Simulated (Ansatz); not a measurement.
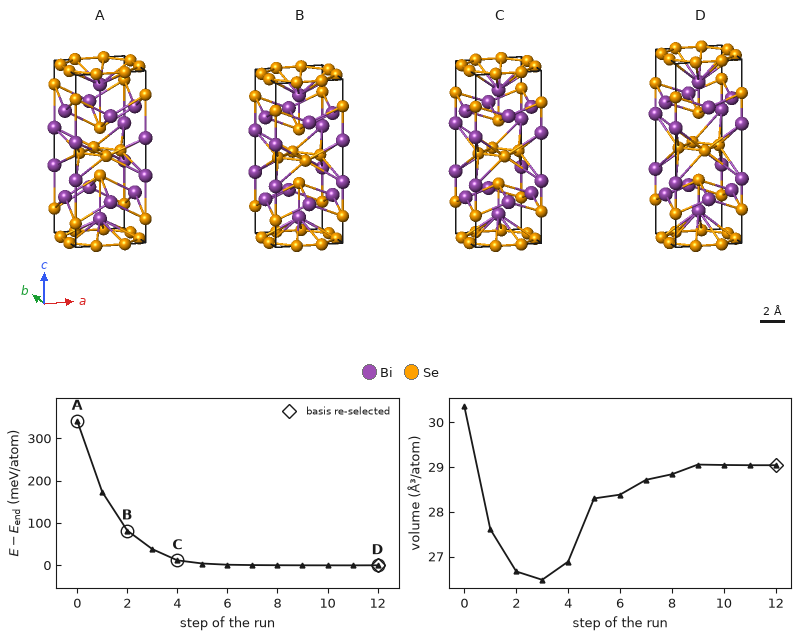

Frames of a relaxation of crystalline Bi₂Se₃ (built on the K2Ga3-139 type type), marked on the history of the run. The picture is a ball-and-stick view of the conventional cell (2 times the calculation's cell), seen slightly off an axis. Lengths and directions refer to the drawn axes.

The calculation used Ansatz, DFT, PBEsol, plane waves, PAW. Set-up: plane-wave cutoff 420 eV; k-point mesh 6 × 6 × 6; occupations fermi dirac; smearing width 0.03 eV; no spin polarisation; cell and atoms relaxed; force threshold 0.01 eV/Å; at most 120 steps.

**Describe the path.**

Over 11 accepted moves (12 points after the start) the energy falls by 341 meV per atom. The largest force component goes from 1.4 to 0.0036 eV/Å. The pressure goes from −4.17 to 0.00 GPa. The SCF was repeated once at an unchanged geometry on a basis and grid sized afresh for the cell, which shifted the energy by 0.2 meV per atom at most. The largest moves relative to the cell, 0.72 Å, are those of Se atoms. Largest moves by element: Se 0.72 Å, Bi 0.66 Å. The drawn cell changes as follows: a = b 6.315 → 5.976 Å (−5.4 %), c 15.224 → 16.262 Å (+6.8 %); the volume changes by −4.3 %. Near-neighbour distances that change, for instance: Bi–Se 3.836 → 2.720 Å, Se–Se 2.812 → 3.481 Å, Bi–Se 3.584 → 3.182 Å, Se–Se 2.596 → 2.353 Å. The space group stays I4/mmm (No. 139). Cost: 3.6 min on 4 threads of Arm Neoverse V1, on a shared host, peak memory 1.4 GiB. From step 0 to 2: Se atoms move most (0.37 Å), volume −12.1 %, energy −259 meV per atom. From step 2 to 4: Se atoms move most (0.29 Å), volume +0.8 %, energy −70.5 meV per atom. From step 4 to 12: Bi atoms move most (0.17 Å), volume +8.0 %, energy −11.7 meV per atom.

```csv
step,"E − E(0), meV/atom","largest force component, eV/Å","pressure, GPa","volume, Å³/atom",note
0,0.00,1.4234,-4.17,30.356,
1,-168.15,1.4786,-2.16,27.611,
2,-259.32,1.0911,-0.17,26.668,
3,-303.26,0.3937,2.06,26.481,
4,-329.82,0.1636,2.08,26.888,
5,-337.28,0.1423,-0.27,28.300,
6,-340.17,0.0998,-0.07,28.384,
7,-341.00,0.1475,0.35,28.715,
8,-341.36,0.0740,0.11,28.840,
9,-341.55,0.0805,-0.02,29.056,
10,-341.63,0.0368,-0.02,29.047,
11,-341.66,0.0033,0.00,29.042,
12,-341.50,0.0036,0.00,29.042,"same geometry, new basis"
```
